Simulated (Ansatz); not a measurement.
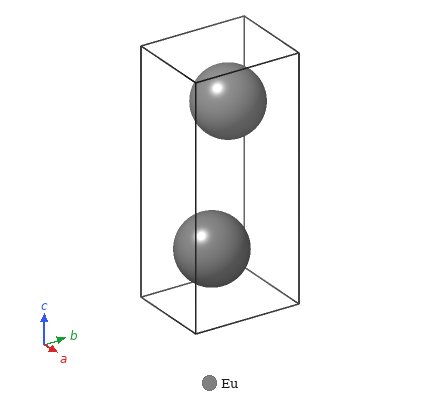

The structure; the drawing may span several cells.

Given this structure, the end point of a relaxation at fixed volume with DFT PBE, spin-orbit coupling, plane waves, PAW in Ansatz 0.2.0; the starting structure was generated, so it need not be a known form of this composition, written in its standard cell:

```
Eu
1.0
     3.89956    0.00000    0.00000
    -1.94978    3.37712    0.00000
     0.00000    0.00000    6.29726
Eu
2
Cartesian
  0.0000 2.2514 4.7229
  1.9498 1.1257 1.5743
```

> What does the kinematic electron diffraction pattern along [001] look like at 120 kV (B = 0.5 Å²)?

The spots form a hexagonal net with both shortest vectors at d = 3.38 Å, 60.0° apart. They are 1 0 0 and 0 1 0. The pattern has symmetry 6mm. No reflection of this zone is absent.

Strongest reflections with d > 1.04 Å, one of each family (|F|² from tabulated Gaussian fits of the electron scattering factors, times a small damping for the curvature of the Ewald sphere):

```
   hkl  d (Å)  I (strongest = 100)
2 -1 0  1.950                  100
 1 0 0  3.377                   61
 3 0 0  1.126                   29
 2 0 0  1.689                   19
3 -1 0  1.276                   10
```

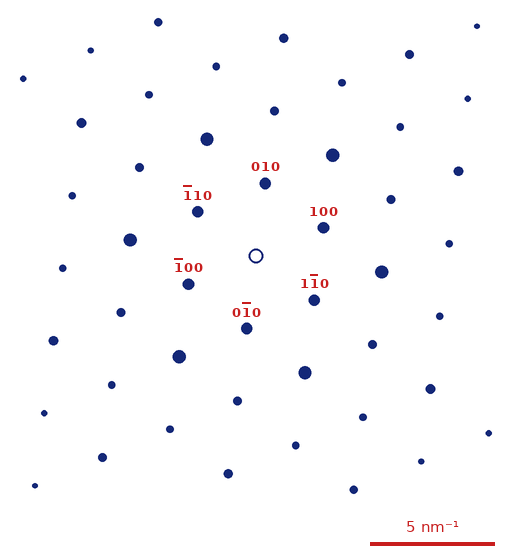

Calculated pattern, seen from the source side with [001] pointing towards the source.
